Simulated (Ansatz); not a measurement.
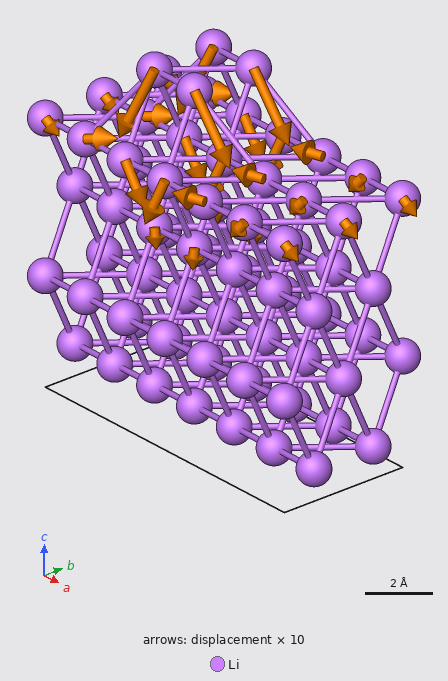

A constrained relaxation of a slab of composition Li (cut from the Im-3m phase). The starting structure is drawn; orange arrows show the displacements, 10 times their true length.

The picture is a ball-and-stick view of the 1 × 2 repeat of the cell, outlined in the plane, without the vacuum (origin shifted), seen slightly off an axis.

Case: stripe of 3 of 6 rows, two steps. 12 atoms are held fixed.

Theory: DFT PBEsol, scalar-relativistic, plane waves, PAW (Ansatz 0.2.0).

Input
```yaml
crystal:
  lattice:
    - [17.8258881403, 0.0, 0.0]
    - [-1.9806542378, 2.8010680855, 0.0]
    - [0.0, 0.0, 21.703184479]
  atoms:
    - { symbol: Li, position: [0.0, 0.0, 0.0691142814] }
    - { symbol: Li, position: [0.1666666667, 0.5, 0.1808857186] }
    - { symbol: Li, position: [0.1666666667, 0.0, 0.0691142814] }
    - { symbol: Li, position: [0.3333333333, 0.5, 0.1808857186] }
    - { symbol: Li, position: [0.3333333333, 0.0, 0.0691142814] }
    - { symbol: Li, position: [0.5, 0.5, 0.1808857186] }
    - { symbol: Li, position: [0.5, 0.0, 0.0691142814] }
    - { symbol: Li, position: [0.6666666667, 0.5, 0.1808857186] }
    - { symbol: Li, position: [0.6666666667, 0.0, 0.0691142814] }
    - { symbol: Li, position: [0.8333333333, 0.5, 0.1808857186] }
    - { symbol: Li, position: [0.8333333333, 1.0, 0.0691142814] }
    - { symbol: Li, position: [0.0, 0.5, 0.1808857186] }
    - { symbol: Li, position: [1.0, 1.0, 0.2926571557] }
    - { symbol: Li, position: [0.1666666667, 0.5, 0.4044285929] }
    - { symbol: Li, position: [0.1666666667, 1.0, 0.2926571557] }
    - { symbol: Li, position: [0.3333333333, 0.5, 0.4044285929] }
    - { symbol: Li, position: [0.3333333333, 1.0, 0.2926571557] }
    - { symbol: Li, position: [0.5, 0.5, 0.4044285929] }
    - { symbol: Li, position: [0.5, 1.0, 0.2926571557] }
    - { symbol: Li, position: [0.6666666667, 0.5, 0.4044285929] }
    - { symbol: Li, position: [0.6666666667, 1.0, 0.2926571557] }
    - { symbol: Li, position: [0.8333333333, 0.5, 0.4044285929] }
    - { symbol: Li, position: [0.8333333333, 1.0, 0.2926571557] }
    - { symbol: Li, position: [0.0, 0.5, 0.4044285929] }
    - { symbol: Li, position: [0.1666666667, 1.0, 0.51620003] }
    - { symbol: Li, position: [0.3333333333, 1.0, 0.51620003] }
basis:
  ecutwfc: 420
kpoints:
  mp_grid: { grid: [3, 14, 1] }
hamiltonian:
  xc: pbesol
scf:
  occupations: { method: gaussian, width: 0.1 }
output:
  forces: true
  eigenvalues: true
  populations: true
  write_density: true
  write_potential: true
  elf: true
  volumetric_format: npy
relax:
  adjacent_minimum: "off"
  f_tol: 0.02
  max_steps: 45
  constraints: [{ sites: [0, 1, 2, 3, 4, 5, 6, 7, 8, 9, 10, 11] }]
efield:
  axis: 3
  dipole_correction: true
  ramp_width: 0.04
```

Run as
```bash
ansatz run input.yaml --threads 4 --pin off --max-ram 9216MiB --backend cpu --events-out ev --progress --plain --runs-dir out
```

What did the optimiser do to the structure, and how much energy did it gain?

Answer. Over 2 geometry steps the energy falls by 67.2 meV per cell of the calculation. Largest force component: 0.15 eV/Å at the start, 0.0082 eV/Å at the end. The largest moves, 0.26 Å, are those of Li25 and Li26. Li26 goes at 29° to the normal (−c side). The cell doesn't change. Near-neighbour distances that change, for instance: Li18–Li26 3.431 → 3.089 Å, Li25–Li26 2.971 → 3.178 Å, Li14–Li16 2.971 → 2.857 Å, Li20–Li22 2.971 → 3.054 Å. Among the angles between lasting bonds that change: Li25–Li26–Li25 70.5° → 65.3°, Li14–Li24–Li22 180.0° → 175.4°, Li16–Li26–Li25 109.5° → 105.2°.
